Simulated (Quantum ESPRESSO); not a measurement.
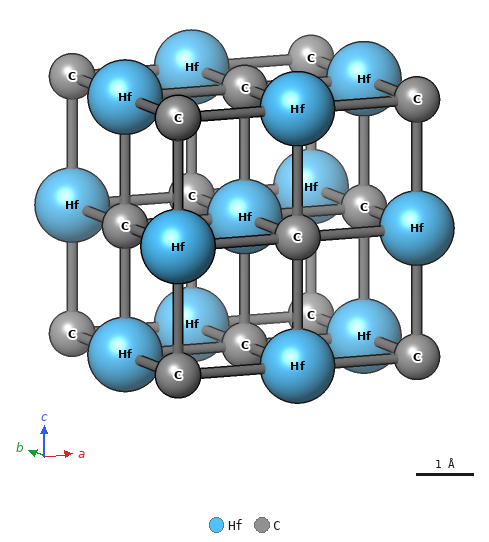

Figure 1. The input geometry (ball-and-stick view of the cell 4 times as large as that of the calculation, set on its symmetry axes, seen slightly off an axis). An atom can appear more than once, as a periodic image. Near neighbours in the periodic cell (some may lie outside the picture): Hf has 6 C at 2.33 Å; C has 6 Hf at 2.33 Å.

## Band-structure run of HfC (part 1 of 2)

HfC (Fm-3m, 2 atoms in the cell), computed with Kohn-Sham DFT of a periodic cell, HLE16, SG15 PBE 1.2 (Quantum ESPRESSO 7.5).

The structure derives from an entry of the Crystallography Open Database. The run did not end well.

The input:
```
&CONTROL
  calculation = 'scf'
  prefix = 'pwscf'
  outdir = './tmp'
  pseudo_dir = './pseudo'
  tprnfor = .true.
  tstress = .true.
  disk_io = 'low'
/
&SYSTEM
  ibrav = 0
  nat = 2
  ntyp = 2
  ecutwfc = 88
  nbnd = 22
  input_dft = 'XC-000I-000I-545L-000I-000I-000I'
  occupations = 'smearing'
  smearing = 'fd'
  degauss = 0.00367493
/
&ELECTRONS
  conv_thr = 4d-10
  electron_maxstep = 120
  mixing_beta = 0.5
/
ATOMIC_SPECIES
Hf   178.4900 Hf_ONCV_PBE-1.2.upf
C     12.0110 C_ONCV_PBE-1.2.upf
CELL_PARAMETERS angstrom
   0.0000000000    2.3250000000    2.3250000000
   2.3250000000    0.0000000000    2.3250000000
   2.3250000000    2.3250000000    0.0000000000
ATOMIC_POSITIONS crystal
Hf     0.5000000000    0.5000000000    0.5000000000
C      0.0000000000    0.0000000000    0.0000000000
K_POINTS automatic
10 10 10 0 0 0
```

File bands.in:
```
&CONTROL
  calculation = 'bands'
  prefix = 'pwscf'
  outdir = './tmp'
  pseudo_dir = './pseudo'
  disk_io = 'low'
  verbosity = 'high'
/
&SYSTEM
  ibrav = 0
  nat = 2
  ntyp = 2
  ecutwfc = 88
  nbnd = 22
  input_dft = 'XC-000I-000I-545L-000I-000I-000I'
  occupations = 'smearing'
  smearing = 'fd'
  degauss = 0.00367493
/
&ELECTRONS
  conv_thr = 1d-08
  electron_maxstep = 120
  mixing_beta = 0.5
  diago_full_acc = .true.
  startingwfc = 'random'
/
ATOMIC_SPECIES
Hf   178.4900 Hf_ONCV_PBE-1.2.upf
C     12.0110 C_ONCV_PBE-1.2.upf
CELL_PARAMETERS angstrom
   0.0000000000    2.3250000000    2.3250000000
   2.3250000000    0.0000000000    2.3250000000
   2.3250000000    2.3250000000    0.0000000000
ATOMIC_POSITIONS crystal
Hf     0.5000000000    0.5000000000    0.5000000000
C      0.0000000000    0.0000000000    0.0000000000
K_POINTS crystal
60
 0.0000000000  0.0000000000  0.0000000000 1
 0.0625000000  0.0000000000  0.0625000000 1
 0.1250000000  0.0000000000  0.1250000000 1
 0.1875000000  0.0000000000  0.1875000000 1
 0.2500000000  0.0000000000  0.2500000000 1
 0.3125000000  0.0000000000  0.3125000000 1
 0.3750000000  0.0000000000  0.3750000000 1
 0.4375000000  0.0000000000  0.4375000000 1
 0.5000000000  0.0000000000  0.5000000000 1
 0.5000000000  0.0625000000  0.5625000000 1
 0.5000000000  0.1250000000  0.6250000000 1
 0.5000000000  0.1875000000  0.6875000000 1
 0.5000000000  0.2500000000  0.7500000000 1
 0.4375000000  0.3125000000  0.7500000000 1
 0.3750000000  0.3750000000  0.7500000000 1
 0.3375000000  0.3375000000  0.6750000000 1
 0.3000000000  0.3000000000  0.6000000000 1
 0.2625000000  0.2625000000  0.5250000000 1
 0.2250000000  0.2250000000  0.4500000000 1
 0.1875000000  0.1875000000  0.3750000000 1
 0.1500000000  0.1500000000  0.3000000000 1
 0.1125000000  0.1125000000  0.2250000000 1
 0.0750000000  0.0750000000  0.1500000000 1
 0.0375000000  0.0375000000  0.0750000000 1
 0.0000000000  0.0000000000  0.0000000000 1
 0.0625000000  0.0625000000  0.0625000000 1
 0.1250000000  0.1250000000  0.1250000000 1
 0.1875000000  0.1875000000  0.1875000000 1
 0.2500000000  0.2500000000  0.2500000000 1
 0.3125000000  0.3125000000  0.3125000000 1
 0.3750000000  0.3750000000  0.3750000000 1
 0.4375000000  0.4375000000  0.4375000000 1
 0.5000000000  0.5000000000  0.5000000000 1
 0.5250000000  0.4500000000  0.5250000000 1
 0.5500000000  0.4000000000  0.5500000000 1
 0.5750000000  0.3500000000  0.5750000000 1
 0.6000000000  0.3000000000  0.6000000000 1
 0.6250000000  0.2500000000  0.6250000000 1
 0.5833333333  0.2500000000  0.6666666667 1
 0.5416666667  0.2500000000  0.7083333333 1
 0.5000000000  0.2500000000  0.7500000000 1
 0.5000000000  0.2857142857  0.7142857143 1
 0.5000000000  0.3214285714  0.6785714286 1
 0.5000000000  0.3571428571  0.6428571429 1
 0.5000000000  0.3928571429  0.6071428571 1
 0.5000000000  0.4285714286  0.5714285714 1
 0.5000000000  0.4642857143  0.5357142857 1
 0.5000000000  0.5000000000  0.5000000000 1
 0.4821428571  0.4821428571  0.5357142857 1
 0.4642857143  0.4642857143  0.5714285714 1
 0.4464285714  0.4464285714  0.6071428571 1
 0.4285714286  0.4285714286  0.6428571429 1
 0.4107142857  0.4107142857  0.6785714286 1
 0.3928571429  0.3928571429  0.7142857143 1
 0.3750000000  0.3750000000  0.7500000000 1
 0.6250000000  0.2500000000  0.6250000000 1
 0.5937500000  0.1875000000  0.5937500000 1
 0.5625000000  0.1250000000  0.5625000000 1
 0.5312500000  0.0625000000  0.5312500000 1
 0.5000000000  0.0000000000  0.5000000000 1
```

Run on 1 thread of Arm Neoverse V2, 24 GiB of memory available, shared host.

Command:
```bash
OMP_NUM_THREADS=1 pw.x -in pw.in > pw.out
OMP_NUM_THREADS=1 pw.x -in bands.in > bands.out
```

Log:
```
This program is part of the open-source Quantum ESPRESSO suite
     for quantum simulation of materials; please cite
         "P. Giannozzi et al., J. Phys.:Condens. Matter 21 395502 (2009);
         "P. Giannozzi et al., J. Phys.:Condens. Matter 29 465901 (2017);
         "P. Giannozzi et al., J. Chem. Phys. 152 154105 (2020);
          URL
     in publications or presentations arising from this work. More details at

     IMPORTANT: XC functional enforced from input :
     Exchange-correlation= XC-000I-000I-545L-000I-000I-000I
                           (   0   0   0 545   0   0   0)
     Any further DFT definition will be discarded
     Please, verify this is what you really want

     Message from routine setup:
     using ibrav=0 with symmetry is DISCOURAGED, use correct ibrav instead

     G-vector sticks info
     --------------------
     sticks:   dense  smooth     PW     G-vecs:    dense   smooth      PW
     Sum         931     931    283                18907    18907    3119

     Using Slab Decomposition

     bravais-lattice index     =            0
     lattice parameter (alat)  =       6.2135  a.u.
     unit-cell volume          =     169.6272 (a.u.)^3
     number of atoms/cell      =            2
     number of atomic types    =            2
     number of electrons       =        30.00
     number of Kohn-Sham states=           22
     kinetic-energy cutoff     =      88.0000  Ry
     charge density cutoff     =     352.0000  Ry
     scf convergence threshold =      4.0E-10
     mixing beta               =       0.5000
     number of iterations used =            8  plain     mixing
     Exchange-correlation= XC-000I-000I-545L-000I-000I-000I
                           (   0   0   0 545   0   0   0)

     celldm(1)=   6.213507  celldm(2)=   0.000000  celldm(3)=   0.000000
     celldm(4)=   0.000000  celldm(5)=   0.000000  celldm(6)=   0.000000

     crystal axes: (cart. coord. in units of alat)
               a(1) = (   0.000000   0.707107   0.707107 )
               a(2) = (   0.707107   0.000000   0.707107 )
               a(3) = (   0.707107   0.707107   0.000000 )

     reciprocal axes: (cart. coord. in units 2 pi/alat)
               b(1) = ( -0.707107  0.707107  0.707107 )
               b(2) = (  0.707107 -0.707107  0.707107 )
               b(3) = (  0.707107  0.707107 -0.707107 )

     PseudoPot. # 1 for Hf read from file:
     Hf_ONCV_PBE-1.2.upf
     Pseudo is Norm-conserving, Zval = 26.0
     Generated using ONCVPSP code by D. R. Hamann
     Using radial grid of  602 points,  8 beta functions with:
                l(1) =   0
                l(2) =   0
                l(3) =   1
                l(4) =   1
                l(5) =   2
                l(6) =   2
                l(7) =   3
                l(8) =   3

     PseudoPot. # 2 for C  read from file:
     C_ONCV_PBE-1.2.upf
     Pseudo is Norm-conserving, Zval =  4.0
     Generated using ONCVPSP code by D. R. Hamann
     Using radial grid of  602 points,  4 beta functions with:
                l(1) =   0
                l(2) =   0
                l(3) =   1
                l(4) =   1

     atomic species   valence    mass     pseudopotential
     Hf               26.00   178.49000     Hf( 1.00)
     C                 4.00    12.01100     C ( 1.00)

     48 Sym. Ops., with inversion, found

   Cartesian axes

     site n.     atom                  positions (alat units)
         1        Hf     tau(   1) = (   0.7071068   0.7071068   0.7071068  )
         2        C      tau(   2) = (   0.0000000   0.0000000   0.0000000  )

     number of k points=    47  Fermi-Dirac smearing, width (Ry)=  0.0037
                       cart. coord. in units 2pi/alat
        k(    1) = (   0.0000000   0.0000000   0.0000000), wk =   0.0020000
        k(    2) = (   0.0707107   0.0707107  -0.0707107), wk =   0.0160000
        k(    3) = (   0.1414214   0.1414214  -0.1414214), wk =   0.0160000
        k(    4) = (   0.2121320   0.2121320  -0.2121320), wk =   0.0160000
        k(    5) = (   0.2828427   0.2828427  -0.2828427), wk =   0.0160000
        k(    6) = (  -0.3535534  -0.3535534   0.3535534), wk =   0.0080000
        k(    7) = (   0.1414214  -0.0000000   0.0000000), wk =   0.0120000
        k(    8) = (   0.2121320   0.0707107  -0.0707107), wk =   0.0480000
        k(    9) = (   0.2828427   0.1414214  -0.1414214), wk =   0.0480000
        k(   10) = (   0.3535534   0.2121320  -0.2121320), wk =   0.0480000
        k(   11) = (  -0.2828427  -0.4242641   0.4242641), wk =   0.0480000
        k(   12) = (  -0.2121320  -0.3535534   0.3535534), wk =   0.0480000
        k(   13) = (  -0.1414214  -0.2828427   0.2828427), wk =   0.0480000
        k(   14) = (  -0.0707107  -0.2121320   0.2121320), wk =   0.0480000
        k(   15) = (   0.0000000  -0.1414214   0.1414214), wk =   0.0240000
        k(   16) = (   0.2828427  -0.0000000   0.0000000), wk =   0.0120000
        k(   17) = (   0.3535534   0.0707107  -0.0707107), wk =   0.0480000
        k(   18) = (   0.4242641   0.1414214  -0.1414214), wk =   0.0480000
        k(   19) = (  -0.2121320  -0.4949747   0.4949747), wk =   0.0480000
        k(   20) = (  -0.1414214  -0.4242641   0.4242641), wk =   0.0480000
        k(   21) = (  -0.0707107  -0.3535534   0.3535534), wk =   0.0480000
        k(   22) = (   0.0000000  -0.2828427   0.2828427), wk =   0.0240000
        k(   23) = (   0.4242641   0.0000000  -0.0000000), wk =   0.0120000
        k(   24) = (   0.4949747   0.0707107  -0.0707107), wk =   0.0480000
        k(   25) = (  -0.1414214  -0.5656854   0.5656854), wk =   0.0480000
        k(   26) = (  -0.0707107  -0.4949747   0.4949747), wk =   0.0480000
        k(   27) = (  -0.0000000  -0.4242641   0.4242641), wk =   0.0240000
        k(   28) = (   0.5656854  -0.0000000   0.0000000), wk =   0.0120000
        k(   29) = (  -0.0707107  -0.6363961   0.6363961), wk =   0.0480000
        k(   30) = (   0.0000000  -0.5656854   0.5656854), wk =   0.0240000
        k(   31) = (  -0.7071068   0.0000000   0.0000000), wk =   0.0060000
        k(   32) = (   0.2828427   0.1414214   0.0000000), wk =   0.0480000
        k(   33) = (   0.3535534   0.2121320  -0.0707107), wk =   0.0960000
        k(   34) = (  -0.2828427  -0.4242641   0.5656854), wk =   0.0960000
        k(   35) = (  -0.2121320  -0.3535534   0.4949747), wk =   0.0480000
        k(   36) = (   0.4242641   0.1414214  -0.0000000), wk =   0.0480000
        k(   37) = (  -0.2121320  -0.4949747   0.6363961), wk =   0.0960000
        k(   38) = (  -0.1414214  -0.4242641   0.5656854), wk =   0.0960000
        k(   39) = (  -0.0707107  -0.3535534   0.4949747), wk =   0.0960000
        k(   40) = (   0.0000000  -0.2828427   0.4242641), wk =   0.0480000
        k(   41) = (  -0.1414214  -0.5656854   0.7071068), wk =   0.0480000
        k(   42) = (  -0.0707107  -0.4949747   0.6363961), wk =   0.0960000
        k(   43) = (   0.0000000  -0.4242641   0.5656854), wk =   0.0480000
        k(   44) = (  -0.7071068   0.1414214   0.0000000), wk =   0.0240000
        k(   45) = (  -0.1414214  -0.4242641   0.7071068), wk =   0.0480000
        k(   46) = (  -0.0707107  -0.3535534   0.6363961), wk =   0.0480000
        k(   47) = (  -0.7071068   0.2828427   0.0000000), wk =   0.0240000

     Dense  grid:    18907 G-vectors     FFT dimensions: (  40,  40,  40)

     WARNING: libxc functional with ID  545 depends
      on external parameters: check the user_guide of
      QE if you need to modify them or to check their
      default values.

     Initial potential from superposition of free atoms

     starting charge      29.8715, renormalised to      30.0000
     Starting wfcs are random

     Self-consistent Calculation

     iteration #  1     ecut=    88.00 Ry     beta= 0.50
     Davidson diagonalization with overlap
     ethr =  1.00E-02,  avg # of iterations = 10.5

     total energy              =    -468.84943664 Ry
     estimated scf accuracy    <       0.65059376 Ry

     iteration #  2     ecut=    88.00 Ry     beta= 0.50
     Davidson diagonalization with overlap
     ethr =  2.17E-03,  avg # of iterations =  2.0

     total energy              =    -469.00066775 Ry
     estimated scf accuracy    <       0.29033852 Ry

     iteration #  3     ecut=    88.00 Ry     beta= 0.50
     Davidson diagonalization with overlap
     ethr =  9.68E-04,  avg # of iterations =  1.5

     total energy              =    -469.05632015 Ry
     estimated scf accuracy    <       0.00573011 Ry

     iteration #  4     ecut=    88.00 Ry     beta= 0.50
     Davidson diagonalization with overlap
     ethr =  1.91E-05,  avg # of iterations =  3.1

     total energy              =    -469.05732641 Ry
     estimated scf accuracy    <       0.00042071 Ry

     iteration #  5     ecut=    88.00 Ry     beta= 0.50
     Davidson diagonalization with overlap
     ethr =  1.40E-06,  avg # of iterations =  3.0

     total energy              =    -469.05741835 Ry
     estimated scf accuracy    <       0.00004156 Ry

     iteration #  6     ecut=    88.00 Ry     beta= 0.50
     Davidson diagonalization with overlap
     ethr =  1.39E-07,  avg # of iterations =  2.0

     total energy              =    -469.05742694 Ry
     estimated scf accuracy    <       0.00000087 Ry

     iteration #  7     ecut=    88.00 Ry     beta= 0.50
     Davidson diagonalization with overlap
     ethr =  2.89E-09,  avg # of iterations =  3.1

     total energy              =    -469.05742720 Ry
     estimated scf accuracy    <       0.00000082 Ry

     iteration #  8     ecut=    88.00 Ry     beta= 0.50
     Davidson diagonalization with overlap
     ethr =  2.75E-09,  avg # of iterations =  2.0

     total energy              =    -469.05742724 Ry
     estimated scf accuracy    <       0.00000007 Ry

     iteration #  9     ecut=    88.00 Ry     beta= 0.50
     Davidson diagonalization with overlap
     ethr =  2.24E-10,  avg # of iterations =  2.0

     total energy              =    -469.05742725 Ry
     estimated scf accuracy    <          3.2E-09 Ry

     iteration # 10     ecut=    88.00 Ry     beta= 0.50
     Davidson diagonalization with overlap
     ethr =  1.07E-11,  avg # of iterations =  2.3

     End of self-consistent calculation

          k = 0.0000 0.0000 0.0000 (  2421 PWs)   bands (ev):

   -42.9901 -10.9718 -10.9718 -10.9718   6.8687   7.0005   7.0005   7.0005
     7.0195   7.0195   7.0195   8.7803  21.7971  21.7971  21.7971  22.2129
    22.2129  22.2129  23.7711  23.7711  28.0402  32.5505

          k = 0.0707 0.0707-0.0707 (  2373 PWs)   bands (ev):

   -42.9871 -11.0223 -10.9769 -10.9769   6.8709   6.9972   6.9972   7.0006
     7.0152   7.0231   7.0231   9.0079  20.5268  20.7949  20.7949  22.5671
    22.5671  22.9579  24.8889  24.8889  28.5364  33.1389

          k = 0.1414 0.1414-0.1414 (  2361 PWs)   bands (ev):

   -42.9793 -11.1523 -10.9903 -10.9903   6.8768   6.9887   6.9887   7.0010
     7.0060   7.0325   7.0325   9.6457  18.8333  19.5647  19.5647  23.2312
    23.2312  23.5418  26.7947  26.7947  29.5775  34.4206

          k = 0.2121 0.2121-0.2121 (  2367 PWs)   bands (ev):
```
